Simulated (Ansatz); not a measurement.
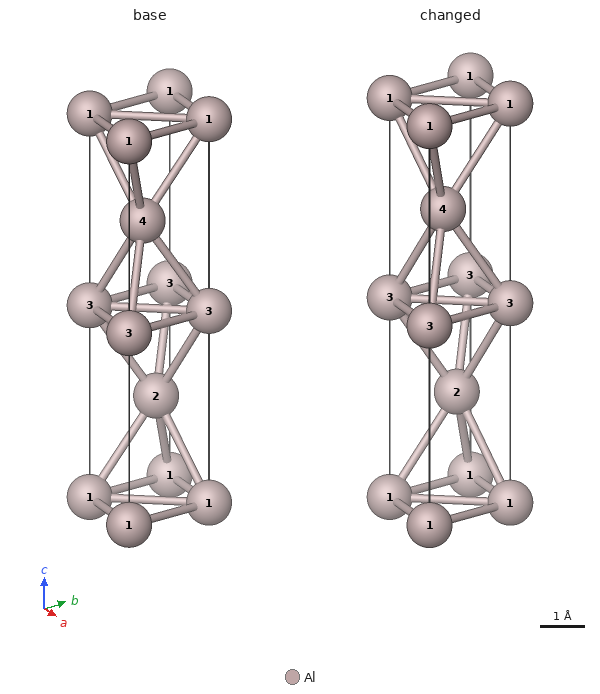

Left: a symmetric starting cell of Al. Right: the same structure after one change, at the same scale. The picture is a ball-and-stick view of the cell of the calculation, seen slightly off an axis.

Level of theory: DFT PBE, scalar-relativistic, plane waves, PAW (Ansatz 0.2.0). Set-up: plane-wave cutoff 420 eV; k-point mesh 18 × 18 × 6; occupations gaussian; smearing width 0.1 eV; no spin polarisation.

> Which change leads from the left to the right?

The cell is strained by +4.1 % along c and +1.1 % across it (volume +6.3 %), the atoms keeping their fractional coordinates. No relaxation follows. The starting cell wasn't computed here and needn't be at equilibrium, so pressure and forces aren't due to the change alone.

> And its effect?

The pressure is −1.5 GPa (not all of it need come from the change, since the unchanged cell can be under pressure at this level too). The principal stresses (compression positive) are −2.7 GPa along c and −0.8 GPa across it. All forces vanish by symmetry. Near-neighbour distances before and after: Al–Al 2.822 → 2.857 to 2.904 Å. The space group stays P6_3/mmc (No. 194).
